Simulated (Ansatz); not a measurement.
Input

```
crystal:
  lattice:
    - [3.4596367329, 0.0, 0.0]
    - [-1.7298183665, 2.9961332985, 0.0]
    - [0.0, 0.0, 5.7309111094]
  atoms:
    - { symbol: Bi, position: [0.3333333333, 0.6666666667, 0.25] }
    - { symbol: Bi, position: [0.6666666667, 0.3333333333, 0.75] }
basis:
  ecutwfc: 420
kpoints:
  mp_grid: { grid: [15, 15, 8] }
hamiltonian:
  xc: pbe
  dispersion: d3bj
scf:
  occupations: { method: gaussian, width: 0.1 }
output:
  forces: true
  stress: true
  eigenvalues: true
  write_density: true
  write_potential: true
  elf: true
  volumetric_format: npy
relax:
  adjacent_minimum: "off"
  f_tol: 0.01
  max_steps: 60
  cell: { stress_tol: 0.1 }
```

Run with:

```sh
ansatz run input.yaml --threads 1 --pin off --max-ram 2560MiB --backend cpu --events-out ev --progress --plain --runs-dir out
```

Below, planes, directions and counts refer to the conventional cell (a = 3.48 Å, b = 3.48 Å, c = 5.76 Å, α = 90.00°, β = 90.00°, γ = 120.00°).

The fields are those of the relaxed geometry.

Space group P6₃/mmc.

Level of theory: DFT PBE+D3(BJ), scalar-relativistic, plane waves, PAW (Ansatz).

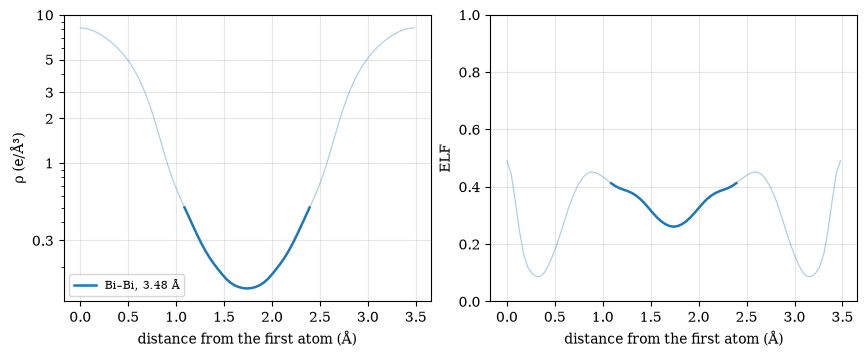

Bi. Valence electron density and electron localisation function along straight lines between neighbouring atoms. Thin, pale parts lie inside the atomic spheres.

In a PAW calculation such maps are meaningful between the atoms, not at the nuclei.

Q: What can be read from the curves?

A: Bi–Bi (3.48 Å): the density is about 0.14 e/Å³ at the midpoint; the ELF is about 0.25 at the midpoint: no localised pair shows between them.
